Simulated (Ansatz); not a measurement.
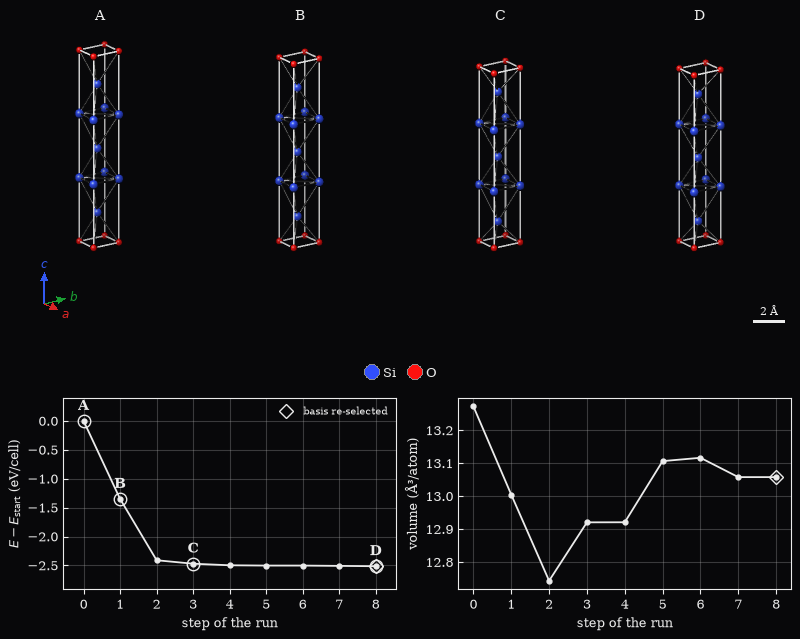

Frames of a relaxation of a crystal of Si$_{5}$O (a generated structure, set up in P-6m2) (coarse preliminary run), marked on the history of the run. Style: ball-and-stick. Shown: the cell of the calculation, slightly off an axis.

All numbers below come from DFT PBE, scalar-relativistic, plane waves, PAW (Ansatz). Settings: plane-wave cutoff 420 eV; k-point mesh 6 × 6 × 2; occupations gaussian; smearing width 0.1 eV; collinear spin; cell and atoms relaxed; force threshold 0.04 eV/Å; at most 70 steps.

### What happens along the run?

The energy falls by 2.513 eV per cell of the calculation in 7 accepted moves (8 points after the start). Largest force component: 2.1 eV/Å at the start, 0.011 eV/Å at the end. Pressure: −1.12 GPa at the start and 0.06 GPa at the end. The SCF was repeated once at an unchanged geometry on a basis and grid sized afresh for the cell, which shifted the energy by 6.0 meV per cell of the calculation at most. The largest moves relative to the cell, 0.37 Å, are those of Si atoms. O stays in place. Cell: a = b 2.665 → 2.781 Å (+4.4 %), c 12.952 → 11.697 Å (−9.7 %). Volume −1.6 %. Near-neighbour distances that change, for instance: Si–Si 4.265 → 3.103 Å, O–Si 2.630 → 2.233 Å, Si–Si 2.665 → 2.781 Å, Si–Si 2.662 → 2.748 Å. The space group stays P-6m2 (No. 187). The program noted that the starting moments weren't kept. Cost: 120 s on 1 thread of Intel(R) Xeon(R) Processor @ 2.50GHz (Skylake/Cascade Lake) (shared host), peak memory 0.35 GiB. From step 0 to 1: Si atoms move most (0.19 Å), volume −2.0 %, energy −1.350 eV per cell of the calculation. From step 1 to 3: Si atoms move most (0.24 Å), volume −0.6 %, energy −1.120 eV per cell of the calculation. From step 3 to 8: Si atoms move most (0.04 Å), volume +1.1 %, energy −43.6 meV per cell of the calculation.

Limits of the set-up: the k-point mesh is coarse for a cell with partly filled bands.
